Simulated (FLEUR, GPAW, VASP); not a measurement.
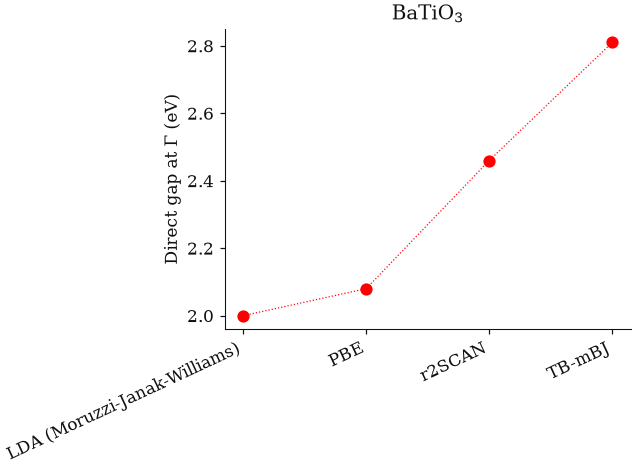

Direct gap at Γ, by several methods on one cell of BaTiO3, space group P4mm (No. 99), 5 atoms in the cell; a = 4.000 Å, c = 4.018 Å (tetragonal axes). All runs are without spin-orbit coupling and carry no moments. The smallest gap is indirect or lies off these points.

Q: How do the methods rank at Γ?

A: From low to high: LDA (Moruzzi-Janak-Williams) 2.00, PBE 2.08, r2SCAN 2.46, TB-mBJ 2.81 eV.

| method | program | Γ (eV) |
| --- | --- | --- |
| LDA (Moruzzi-Janak-Williams) | FLEUR | 2.00 |
| PBE | FLEUR | 2.08 |
| r2SCAN | VASP | 2.46 |
| TB-mBJ | GPAW | 2.81 |

Settings. LDA (Moruzzi-Janak-Williams): all-electron, 7×7×7 k mesh, Fermi-Dirac smearing of 0.05 eV (FLEUR MaX-R8.1 (later development tree)). PBE: all-electron, 7×7×7 k mesh, Fermi-Dirac smearing of 0.05 eV (FLEUR MaX-R8.1 (patched build s14)). r2SCAN: VASP PAW PBE potentials, release 64 (Ba_sv, Ti_sv, O), 8×8×8 k mesh, 520 eV cutoff, Gaussian smearing of 0.02 eV (VASP). TB-mBJ: GPAW PAW data sets for LDA (gpaw-data 1.2.1), 6×6×6 k mesh, 800 eV cutoff, Fermi-Dirac smearing of 0.05 eV (GPAW 26.7.0).

These are four of the 17 methods that were run on this cell. The runs come from different programs and meshes, which adds differences of its own. LDA, GGA and most meta-GGA functionals understate gaps. r2SCAN and TB-mBJ: the PAW data sets were made with another functional. TB-mBJ: this is a model potential built to give gaps, with no total energy. Over all k points computed the smallest gap is 1.74 eV in LDA (Moruzzi-Janak-Williams), 1.82 eV in PBE, 2.16 eV in r2SCAN (mesh alone) and 2.55 eV in TB-mBJ (mesh alone).
